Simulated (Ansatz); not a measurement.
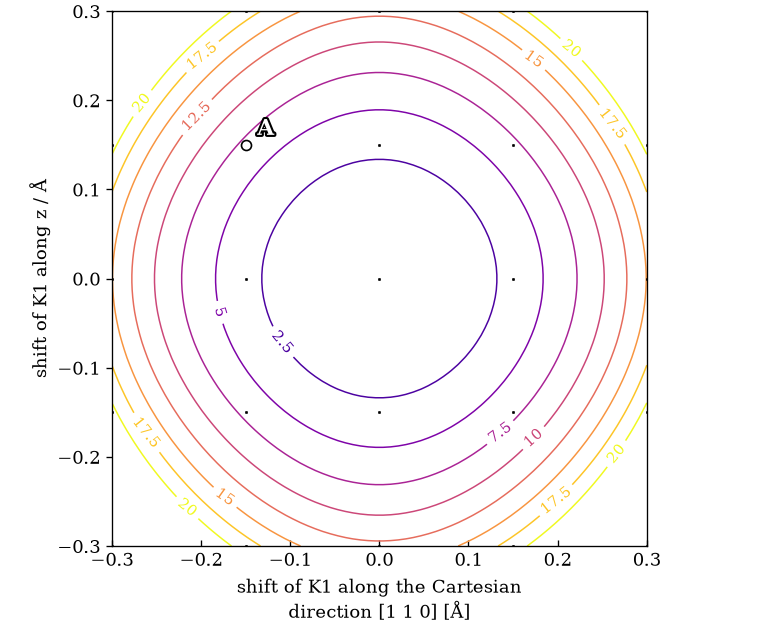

KBr (Pm-3m, No. 221; 2 atoms in the cell). Atom K1 is moved over a plane while all other atoms and the cell stay fixed (its periodic images move with it) (x, y and z along the cube axes). Coordinates scanned: (1) shift of K1 along the Cartesian direction [1 1 0]; (2) shift of K1 along z. Grid: 5 × 5 points; 9 points were computed and 16 follow by symmetry. Points are written as (first, second). Energies: meV per cell, counted from the lowest grid point. The reference cell is the one listed in the database, not relaxed at this level. Method: DFT LDA, scalar-relativistic, plane waves, PAW (Ansatz). Settings: cutoff 420 eV, k-mesh 6×6×6, gaussian smearing 0.05 eV, no spin polarisation.

The picture shows contour lines labelled in meV (none above 20), dots at the grid points, the point A. Between grid points the surface is interpolated.

**Which way does the force act at A, and how strong is it?**

A, at (−0.15 Å, 0.15 Å), is not a stationary point. The computed force is 0.074 eV/Å in the plane, pointing down and right in the picture (components 0.054 and −0.050 eV/Å).
